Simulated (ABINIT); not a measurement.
## Sb: geometry relaxation (part 4 of 4)

Sb (P6₃/mmc, 2 atoms in the cell); Kohn-Sham DFT of a periodic cell, revPBE, JTH PAW PBE v2.0, no spin polarisation (ABINIT 10.8.3); cutoff 517.02 eV, 9×9×5 k-mesh, fermi-dirac of 0.05 eV. The structure derives from a Materials Project entry.

Geometry of the input (Å; fractional positions):
```
3.3545  0.0000  0.0000
-1.6773  2.9051  0.0000
0.0000  0.0000  5.4702
Sb 0.6667  0.3333  0.7500
Sb 0.3333  0.6667  0.2500
```

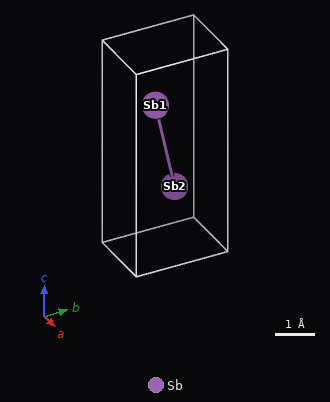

The geometry at step 5 of the log (ball-and-stick view of the cell of the calculation, seen slightly off an axis; atoms are numbered from 1 in the order of the input).

## Output, continued
```
--- !BeginCycle
iteration_state: {dtset: 1, itime: 9, icycle: 1, }
solver: {iscf: 17, nstep: 100, nline: 4, wfoptalg: 10, }
tolerances: {tolvrs: 1.00E-09, }
...

     iter   Etot(hartree)      deltaE(h)  residm     nres2
 ETOT  1  -165.11940461444    -1.651E+02 1.267E+02 2.991E+00
 ETOT  2  -165.12021334862    -8.087E-04 4.138E-02 4.172E-01
 ETOT  3  -165.11904383966     1.170E-03 8.497E-02 4.925E-03
 ETOT  4  -165.11911962190    -7.578E-05 8.811E-05 1.029E-03
 ETOT  5  -165.11912394277    -4.321E-06 6.158E-05 4.445E-04
 ETOT  6  -165.11912490186    -9.591E-07 1.521E-07 7.797E-05
 ETOT  7  -165.11912504767    -1.458E-07 1.203E-05 1.391E-05
 ETOT  8  -165.11912504627     1.405E-09 2.275E-07 2.759E-07
 ETOT  9  -165.11912504811    -1.844E-09 1.483E-04 1.230E-06
 ETOT 10  -165.11912504806     4.763E-11 1.294E-07 6.219E-08
 ETOT 11  -165.11912504813    -6.634E-11 2.059E-04 1.229E-09
 ETOT 12  -165.11912504814    -1.060E-11 1.332E-07 1.177E-09
 ETOT 13  -165.11912504814     6.821E-13 3.964E-07 3.112E-12

 At SCF step   13       nres2   =  3.11E-12 < tolvrs=  1.00E-09 =>converged.

 Cartesian components of stress tensor (hartree/bohr^3)
  sigma(1 1)= -5.57861100E-06  sigma(3 2)=  0.00000000E+00
  sigma(2 2)= -5.57861140E-06  sigma(3 1)=  0.00000000E+00
  sigma(3 3)= -7.02758696E-06  sigma(2 1)=  0.00000000E+00

--- !ResultsGS
iteration_state: {dtset: 1, itime: 9, icycle: 1, }
comment   : Summary of ground state results
lattice_vectors:
- [  6.5588396,   0.0000000,   0.0000000, ]
- [ -3.2794198,   5.6801217,   0.0000000, ]
- [  0.0000000,   0.0000000,  10.0378120, ]
lattice_lengths: [   6.55884,    6.55884,   10.03781, ]
lattice_angles: [ 90.000,  90.000, 120.000, ] # degrees, (23, 13, 12)
lattice_volume:   3.7395876E+02
convergence: {deltae:  6.821E-13, res2:  3.112E-12, residm:  3.964E-07, diffor: null, }
etotal    :  -1.65119125E+02
entropy   :   0.00000000E+00
fermie    :   2.88738718E-01
cartesian_stress_tensor: # hartree/bohr^3
- [ -5.57861100E-06,   0.00000000E+00,   0.00000000E+00, ]
- [  0.00000000E+00,  -5.57861140E-06,   0.00000000E+00, ]
- [  0.00000000E+00,   0.00000000E+00,  -7.02758696E-06, ]
pressure_GPa:   1.7834E-01
xred      :
- [  6.6667E-01,   3.3333E-01,   7.5000E-01, Sb]
- [  3.3333E-01,   6.6667E-01,   2.5000E-01, Sb]
cartesian_forces: # hartree/bohr
- [  2.05268415E-29,   1.18511775E-29,  -0.00000000E+00, ]
- [ -2.05268415E-29,  -1.18511775E-29,  -0.00000000E+00, ]
force_length_stats: {min:   2.37023549E-29, max:   2.37023549E-29, mean:   2.37023549E-29, }
...

 Integrated electronic density in atomic spheres:
 ------------------------------------------------
 Atom  Sphere_radius  Integrated_density
    1        2.40089         12.34083487
    2        2.40089         12.34083487

---OUTPUT-----------------------------------------------------------------------

 Cartesian coordinates (xcart) [bohr]
  3.27941980484786E+00  1.89337390714872E+00  7.52835903374199E+00
  1.86667768874253E-16  3.78674781429744E+00  2.50945301124733E+00
 Reduced coordinates (xred)
  6.66666666666666E-01  3.33333333333333E-01  7.50000000000000E-01
  3.33333333333333E-01  6.66666666666666E-01  2.50000000000000E-01
 Cartesian forces (fcart) [Ha/bohr]; max,rms= 2.05268E-29 1.36846E-29 (free atoms)
  2.05268415099977E-29  1.18511774711970E-29 -0.00000000000000E+00
 -2.05268415099977E-29 -1.18511774711970E-29 -0.00000000000000E+00
 Gradient of E wrt nuclear positions in reduced coordinates (gred)
 -1.34632261157719E-28 -9.46185925602938E-45 -0.00000000000000E+00
  1.34632261157719E-28  9.46185925602938E-45  0.00000000000000E+00
 Scale of Primitive Cell (acell) [bohr]
  6.55883960969571E+00  6.55883960978411E+00  1.00378120449893E+01
 Real space primitive translations (rprimd) [bohr]
  6.55883960969571E+00  0.00000000000000E+00  0.00000000000000E+00
 -3.27941980484786E+00  5.68012172144617E+00  0.00000000000000E+00
  0.00000000000000E+00  0.00000000000000E+00  1.00378120449893E+01
 Unitary Cell Volume (ucvol) [Bohr^3]=  3.73958761358551E+02
 Angles (23,13,12)= [degrees]
  9.00000000000000E+01  9.00000000000000E+01  1.19999999999554E+02
 Lengths [Bohr]
  6.55883960969571E+00  6.55883960978410E+00  1.00378120449893E+01
 Stress tensor in cartesian coordinates (strten) [Ha/bohr^3]
 -5.57861100476155E-06  0.00000000000000E+00  0.00000000000000E+00
  0.00000000000000E+00 -5.57861139904164E-06  0.00000000000000E+00
  0.00000000000000E+00  0.00000000000000E+00 -7.02758695610498E-06
 Total energy (etotal) [Ha]= -1.65119125048139E+02

 Difference of energy with previous step (new-old):
           Absolute (Ha)=-4.33701E-05
           Relative     =-2.62659E-07

--- Iteration: (10/60) Internal Cycle: (1/1)
--------------------------------------------------------------------------------

---SELF-CONSISTENT-FIELD CONVERGENCE--------------------------------------------

--- !BeginCycle
iteration_state: {dtset: 1, itime: 10, icycle: 1, }
solver: {iscf: 17, nstep: 100, nline: 4, wfoptalg: 10, }
tolerances: {tolvrs: 1.00E-09, }
...

     iter   Etot(hartree)      deltaE(h)  residm     nres2
 ETOT  1  -165.11929941367    -1.651E+02 1.163E+03 1.170E-01
 ETOT  2  -165.11917746205     1.220E-04 3.633E-02 1.595E-02
 ETOT  3  -165.11912526878     5.219E-05 5.748E-03 4.123E-04
 ETOT  4  -165.11912754959    -2.281E-06 6.648E-04 5.406E-05
 ETOT  5  -165.11912791061    -3.610E-07 2.776E-05 1.467E-05
 ETOT  6  -165.11912797510    -6.449E-08 6.340E-06 4.133E-06
 ETOT  7  -165.11912797966    -4.568E-09 4.610E-06 3.881E-07
 ETOT  8  -165.11912798386    -4.196E-09 2.713E-07 1.876E-08
 ETOT  9  -165.11912798384     1.427E-11 1.623E-08 2.927E-08
 ETOT 10  -165.11912798390    -5.997E-11 1.792E-10 2.968E-09
 ETOT 11  -165.11912798391    -3.183E-12 6.997E-11 7.992E-11

 At SCF step   11       nres2   =  7.99E-11 < tolvrs=  1.00E-09 =>converged.

 Cartesian components of stress tensor (hartree/bohr^3)
  sigma(1 1)= -9.93563964E-07  sigma(3 2)=  0.00000000E+00
  sigma(2 2)= -9.93564357E-07  sigma(3 1)=  0.00000000E+00
  sigma(3 3)= -1.47582688E-08  sigma(2 1)=  0.00000000E+00

--- !ResultsGS
iteration_state: {dtset: 1, itime: 10, icycle: 1, }
comment   : Summary of ground state results
lattice_vectors:
- [  6.5483762,   0.0000000,   0.0000000, ]
- [ -3.2741881,   5.6710602,   0.0000000, ]
- [  0.0000000,   0.0000000,  10.0936315, ]
lattice_lengths: [   6.54838,    6.54838,   10.09363, ]
lattice_angles: [ 90.000,  90.000, 120.000, ] # degrees, (23, 13, 12)
lattice_volume:   3.7483948E+02
convergence: {deltae: -3.183E-12, res2:  7.992E-11, residm:  6.997E-11, diffor: null, }
etotal    :  -1.65119128E+02
entropy   :   0.00000000E+00
fermie    :   2.87228842E-01
cartesian_stress_tensor: # hartree/bohr^3
- [ -9.93563964E-07,   0.00000000E+00,   0.00000000E+00, ]
- [  0.00000000E+00,  -9.93564357E-07,   0.00000000E+00, ]
- [  0.00000000E+00,   0.00000000E+00,  -1.47582688E-08, ]
pressure_GPa:   1.9633E-02
xred      :
- [  6.6667E-01,   3.3333E-01,   7.5000E-01, Sb]
- [  3.3333E-01,   6.6667E-01,   2.5000E-01, Sb]
cartesian_forces: # hartree/bohr
- [  2.05596405E-29,   1.18701140E-29,  -0.00000000E+00, ]
- [ -2.05596405E-29,  -1.18701140E-29,  -0.00000000E+00, ]
force_length_stats: {min:   2.37402280E-29, max:   2.37402280E-29, mean:   2.37402280E-29, }
...

 Integrated electronic density in atomic spheres:
 ------------------------------------------------
 Atom  Sphere_radius  Integrated_density
    1        2.40089         12.33441908
    2        2.40089         12.33441908

---OUTPUT-----------------------------------------------------------------------

 Cartesian coordinates (xcart) [bohr]
  3.27418811470522E+00  1.89035338943650E+00  7.57022365856356E+00
  1.88023048873533E-16  3.78070677887300E+00  2.52340788618785E+00
 Reduced coordinates (xred)
  6.66666666666666E-01  3.33333333333333E-01  7.50000000000000E-01
  3.33333333333333E-01  6.66666666666666E-01  2.50000000000000E-01
 Cartesian forces (fcart) [Ha/bohr]; max,rms= 2.05596E-29 1.37064E-29 (free atoms)
  2.05596405034047E-29  1.18701139788693E-29 -0.00000000000000E+00
 -2.05596405034047E-29 -1.18701139788693E-29 -0.00000000000000E+00
 Gradient of E wrt nuclear positions in reduced coordinates (gred)
 -1.34632261157719E-28  5.85585239790467E-45 -0.00000000000000E+00
  1.34632261157719E-28 -5.85585239790467E-45  0.00000000000000E+00
 Scale of Primitive Cell (acell) [bohr]
  6.54837622941044E+00  6.54837622949869E+00  1.00936315447514E+01
 Real space primitive translations (rprimd) [bohr]
  6.54837622941044E+00  0.00000000000000E+00  0.00000000000000E+00
 -3.27418811470522E+00  5.67106016830950E+00  0.00000000000000E+00
  0.00000000000000E+00  0.00000000000000E+00  1.00936315447514E+01
 Unitary Cell Volume (ucvol) [Bohr^3]=  3.74839479122784E+02
 Angles (23,13,12)= [degrees]
  9.00000000000000E+01  9.00000000000000E+01  1.19999999999554E+02
 Lengths [Bohr]
  6.54837622941044E+00  6.54837622949869E+00  1.00936315447514E+01
 Stress tensor in cartesian coordinates (strten) [Ha/bohr^3]
 -9.93563964451008E-07  0.00000000000000E+00  0.00000000000000E+00
  0.00000000000000E+00 -9.93564357050156E-07  0.00000000000000E+00
  0.00000000000000E+00  0.00000000000000E+00 -1.47582688379139E-08
 Total energy (etotal) [Ha]= -1.65119127983908E+02

 Difference of energy with previous step (new-old):
           Absolute (Ha)=-2.93577E-06
           Relative     =-1.77797E-08

 At Broyd/MD step  10, gradients are converged :
  max grad (force/stress) = 9.9356E-05 < tolmxf= 1.0000E-04 ha/bohr (free atoms)

================================================================================

 ----iterations are completed or convergence reached----

 Mean square residual over all n,k,spin=   19.829E-14; max=  69.966E-12
 reduced coordinates (array xred) for    2 atoms
       0.666666666667      0.333333333333      0.750000000000
       0.333333333333      0.666666666667      0.250000000000
 rms dE/dt=  1.0993E-28; max dE/dt=  0.0000E+00; dE/dt below (all hartree)
    1      -0.000000000000      0.000000000000      0.000000000000
    2       0.000000000000      0.000000000000      0.000000000000

 cartesian coordinates (angstrom) at end:
    1      1.73262573333603     1.00033193356440     4.00598983883286
    2      0.00000000000000     2.00066386712881     1.33532994627762

 cartesian forces (hartree/bohr) at end:
    1      0.00000000000000     0.00000000000000    -0.00000000000000
    2     -0.00000000000000    -0.00000000000000    -0.00000000000000
 frms,max,avg= 1.3706427E-29 2.0559641E-29   0.000E+00  0.000E+00  0.000E+00 h/b

 cartesian forces (eV/Angstrom) at end:
    1      0.00000000000000     0.00000000000000    -0.00000000000000
    2     -0.00000000000000    -0.00000000000000    -0.00000000000000
 frms,max,avg= 7.0481281E-28 1.0572192E-27   0.000E+00  0.000E+00  0.000E+00 e/A
 length scales=  6.548376229410  6.548376229499 10.093631544751 bohr
              =  3.465251466672  3.465251466719  5.341319785110 angstroms
 Fermi (or HOMO) energy (eV) =   7.81589   Average Vxc (eV)=  -9.75267
 Eigenvalues (   eV  ) for nkpt=  36  k points:
 kpt#   1, nband= 19, wtk=  0.00247, kpt=  0.0000  0.0000  0.0000 (reduced coord)
 -21.55689  -21.55620  -21.55222  -21.55222  -21.54461  -21.54461  -21.54012  -21.54012
 -21.49474  -21.49474   -4.88984   -0.74315    2.27606   10.62669   10.62669   12.41046
  12.41046   13.69817   14.73336
 prteigrs : prtvol=0 or 1, do not print more k-points.

--- !EnergyTerms
iteration_state     : {dtset: 1, itime: 10, icycle: 1, }
comment             : Components of total free energy in Hartree
kinetic             :  8.15380767649801E+00
hartree             :  4.35325797341154E+01
xc                  : -4.67905075751043E+00
Ewald energy        : -1.13500843924922E+02
psp_core            :  4.09524052371975E+00
local_psp           : -1.34555718491297E+02
PAW spherical_terms :  3.18352811840000E+01
internal            : -1.65118704055396E+02
'-kT*entropy'       : -4.21106473167828E-04
total_energy        : -1.65119125161869E+02
total_energy_eV     : -4.49312029137810E+03
...

--- !EnergyTermsDC
iteration_state     : {dtset: 1, itime: 10, icycle: 1, }
comment             : '"Double-counting" decomposition of free energy'
band_energy         : -1.48849455150098E+01
Ewald energy        : -1.13500843924922E+02
psp_core            :  4.09524052371975E+00
xc_dc               : -4.29043323571518E+01
PAW spherical_terms :  2.07617439592909E+00
internal            : -1.65118706877434E+02
'-kT*entropy'       : -4.21106473167828E-04
total_energy_dc     : -1.65119127983908E+02
total_energy_dc_eV  : -4.49312036816968E+03
...

--- !EnergyTermsWithPAWCore
iteration_state     : {dtset: 1, itime: 10, icycle: 1, }
comment             : 'Components of total free energy, including PAW core contributions'
Total energy        : -1.29636364875968E+04
Total energy DC     : -1.29636364904188E+04
Total energy (eV)   : -3.52758519616488E+05
Total energy DC (eV): -3.52758519693279E+05
...

 Cartesian components of stress tensor (hartree/bohr^3)
  sigma(1 1)= -9.93563964E-07  sigma(3 2)=  0.00000000E+00
  sigma(2 2)= -9.93564357E-07  sigma(3 1)=  0.00000000E+00
  sigma(3 3)= -1.47582688E-08  sigma(2 1)=  0.00000000E+00

-Cartesian components of stress tensor (GPa)         [Pressure=  1.9633E-02 GPa]
- sigma(1 1)= -2.92316611E-02  sigma(3 2)=  0.00000000E+00
- sigma(2 2)= -2.92316726E-02  sigma(3 1)=  0.00000000E+00
- sigma(3 3)= -4.34203260E-04  sigma(2 1)=  0.00000000E+00

== END DATASET(S) ==============================================================
================================================================================

 -outvars: echo values of variables after computation  --------
            acell      6.5483762294E+00  6.5483762295E+00  1.0093631545E+01 Bohr
           etotal     -1.6511912798E+02
            fcart      2.0559640503E-29  1.1870113979E-29 -0.0000000000E+00
                      -2.0559640503E-29 -1.1870113979E-29 -0.0000000000E+00
            rprim      1.0000000000E+00  0.0000000000E+00  0.0000000000E+00
                      -4.9999999999E-01  8.6602540379E-01  0.0000000000E+00
                       0.0000000000E+00  0.0000000000E+00  1.0000000000E+00
           strten     -9.9356396445E-07 -9.9356435705E-07 -1.4758268838E-08
                       0.0000000000E+00  0.0000000000E+00  0.0000000000E+00
           xangst      1.7326257333E+00  1.0003319336E+00  4.0059898388E+00
                       9.9497512521E-17  2.0006638671E+00  1.3353299463E+00
             xred      6.6666666667E-01  3.3333333333E-01  7.5000000000E-01
                       3.3333333333E-01  6.6666666667E-01  2.5000000000E-01
 Calculation completed.
```

## Trajectory as extended XYZ (Å, eV, eV/Å), 10 frames, from step=0 to step=9
```
2
Lattice="3.3545 0.0000 0.0000 -1.6773 2.9051 0.0000 0.0000 0.0000 5.4702" Properties=species:S:1:pos:R:3:forces:R:3 step=0 energy=-4493.10197
Sb    1.6773    0.9684    4.1026    0.0000   0.0000   0.0000
Sb    0.0000    1.9367    1.3675    0.0000   0.0000   0.0000
2
Lattice="3.3631 0.0000 0.0000 -1.6815 2.9125 0.0000 0.0000 0.0000 5.4827" Properties=species:S:1:pos:R:3:forces:R:3 step=1 energy=-4493.10734
Sb    1.6815    0.9708    4.1120    0.0000   0.0000   0.0000
Sb    0.0000    1.9417    1.3707    0.0000   0.0000   0.0000
2
Lattice="3.4003 0.0000 0.0000 -1.7001 2.9447 0.0000 0.0000 0.0000 5.5351" Properties=species:S:1:pos:R:3:forces:R:3 step=2 energy=-4493.11792
Sb    1.7001    0.9816    4.1513    0.0000   0.0000   0.0000
Sb    0.0000    1.9631    1.3838    0.0000   0.0000   0.0000
2
Lattice="3.4021 0.0000 0.0000 -1.7011 2.9463 0.0000 0.0000 0.0000 5.5357" Properties=species:S:1:pos:R:3:forces:R:3 step=3 energy=-4493.11797
Sb    1.7011    0.9821    4.1518    0.0000   0.0000   0.0000
Sb    0.0000    1.9642    1.3839    0.0000   0.0000   0.0000
2
Lattice="3.4047 0.0000 0.0000 -1.7024 2.9486 0.0000 0.0000 0.0000 5.5337" Properties=species:S:1:pos:R:3:forces:R:3 step=4 energy=-4493.11804
Sb    1.7024    0.9829    4.1503    0.0000   0.0000   0.0000
Sb    0.0000    1.9657    1.3834    0.0000   0.0000   0.0000
2
Lattice="3.4126 0.0000 0.0000 -1.7063 2.9554 0.0000 0.0000 0.0000 5.5214" Properties=species:S:1:pos:R:3:forces:R:3 step=5 energy=-4493.11828
Sb    1.7063    0.9851    4.1410    0.0000   0.0000   0.0000
Sb    0.0000    1.9703    1.3803    0.0000   0.0000   0.0000
2
Lattice="3.4325 0.0000 0.0000 -1.7163 2.9727 0.0000 0.0000 0.0000 5.4790" Properties=species:S:1:pos:R:3:forces:R:3 step=6 energy=-4493.11874
Sb    1.7163    0.9909    4.1092    0.0000   0.0000   0.0000
Sb    0.0000    1.9818    1.3697    0.0000   0.0000   0.0000
2
Lattice="3.4357 0.0000 0.0000 -1.7178 2.9754 0.0000 0.0000 0.0000 5.4617" Properties=species:S:1:pos:R:3:forces:R:3 step=7 energy=-4493.11911
Sb    1.7178    0.9918    4.0963    0.0000   0.0000   0.0000
Sb    0.0000    1.9836    1.3654    0.0000   0.0000   0.0000
2
Lattice="3.4708 0.0000 0.0000 -1.7354 3.0058 0.0000 0.0000 0.0000 5.3118" Properties=species:S:1:pos:R:3:forces:R:3 step=8 energy=-4493.12029
Sb    1.7354    1.0019    3.9838    0.0000   0.0000   0.0000
Sb    0.0000    2.0039    1.3279    0.0000   0.0000   0.0000
2
Lattice="3.4653 0.0000 0.0000 -1.7326 3.0010 0.0000 0.0000 0.0000 5.3413" Properties=species:S:1:pos:R:3:forces:R:3 step=9 energy=-4493.12037
Sb    1.7326    1.0003    4.0060    0.0000   0.0000   0.0000
Sb    0.0000    2.0007    1.3353    0.0000   0.0000   0.0000
```

## Summary

```json
{"quantity": "outcome", "value": "converged"}
{"quantity": "space group (tolerance 0.01 Å)", "value": "P6₃/mmc (194)"}
{"quantity": "electrons treated", "value": "30"}
{"quantity": "free energy", "value": "−4493.1204 eV"}
{"quantity": "Fermi energy", "value": "7.816 eV"}
{"quantity": "gap on the k-point mesh", "value": "none (metallic)"}
{"quantity": "pressure", "value": "0.02 GPa"}
{"quantity": "final volume", "value": "55.55 Å³"}
{"quantity": "largest force (length of the vector) at the end", "value": "under 0.001 eV/Å"}
{"quantity": "final cell", "value": "a = 3.465 Å, b = 3.465 Å, c = 5.341 Å, α = 90.00°, β = 90.00°, γ = 120.00°"}
{"quantity": "hardware", "value": "1 thread of Arm Neoverse V1, 24 GiB of memory available, shared host"}
{"quantity": "wall time", "value": "6 min"}
{"quantity": "peak memory", "value": "0.15 GiB"}
```
